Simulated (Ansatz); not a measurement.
**Run report: Ni$_{3}$Si, single-point calculation**

Ni$_{3}$Si (4 atoms in the cell), set up with DFT, PBE, plane waves, PAW (Ansatz 0.2.0).

The structure was made by a generator, so it may or may not be a known phase. Figures and captions count atoms from 1; the log counts them from 0 in places.

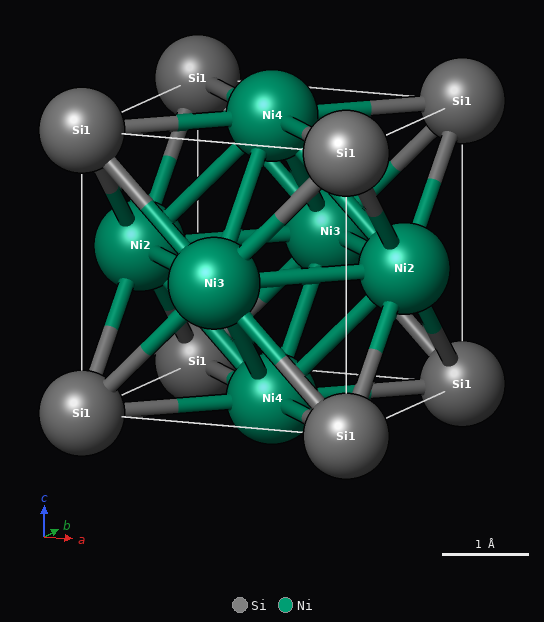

**Figure 1.** The structure as given in the input (ball-and-stick view of the cell of the calculation, seen slightly off an axis; atoms are numbered from 1 in the order of the input). An atom can appear more than once, as a periodic image. Near neighbours in the periodic cell (some may lie outside the picture): Si has 12 Ni at 2.38 Å; Ni has 8 Ni at 2.38 Å and 4 Si at 2.38 Å.

## Input
```yaml
crystal:
  lattice:
    - [3.3600400254, 0.0, 0.0]
    - [0.0, 3.3600400254, 0.0]
    - [0.0, 0.0, 3.3600400254]
  atoms:
    - { symbol: Si, position: [0.0, 0.0, 0.0] }
    - { symbol: Ni, position: [0.0, 0.5, 0.5] }
    - { symbol: Ni, position: [0.5, 0.0, 0.5] }
    - { symbol: Ni, position: [0.5, 0.5, 0.0] }
basis:
  ecutwfc: 30
kpoints:
  mp_grid: { grid: [14, 14, 14] }
hamiltonian:
  xc: pbe
scf:
  occupations: { method: gaussian, width: 0.1 }
  max_iter: 75
output:
  forces: true
  eigenvalues: true
  stress: true
```

Command:
```bash
ansatz run input.yaml --threads 1 --pin off --max-ram 2560MiB --backend cpu --events-out ev --progress --plain --runs-dir out
```

## Output
```
Error: inconsistent input (basis.ecutwfc, kpoints): the smallest per-k basis holds n_pw = 8 plane waves (k-point 114, counted from 0 among those solved) but the deck needs at least 30 band(s) per channel, and no run solves more bands than the smallest per-k basis has plane waves; raise basis.ecutwfc until the smallest per-k basis, which caps the automatic band count, holds at least 30 plane waves
```

## What the run reported

| quantity | value |
| --- | --- |
| outcome | refused by the program |
| space group (tolerance 0.01 Å) | Pm-3m (221) |
| hardware | 1 thread of Intel Xeon @ 2.50GHz (Skylake/Cascade Lake), 189 GiB of memory available, shared host |

This input holds a deliberate fault: a cutoff far too low (`basis.ecutwfc`). The plane-wave basis is far from complete, so energies, forces and above all the stress are wrong. The program refused the input: “inconsistent input (basis.ecutwfc, kpoints): the smallest per-k basis holds n_pw = 8 plane waves (k-point 114, counted from 0 among those solved) but the deck needs at least 30 band(s) per channel, and no run solves more bands than the smallest per-k basis has plane waves …”
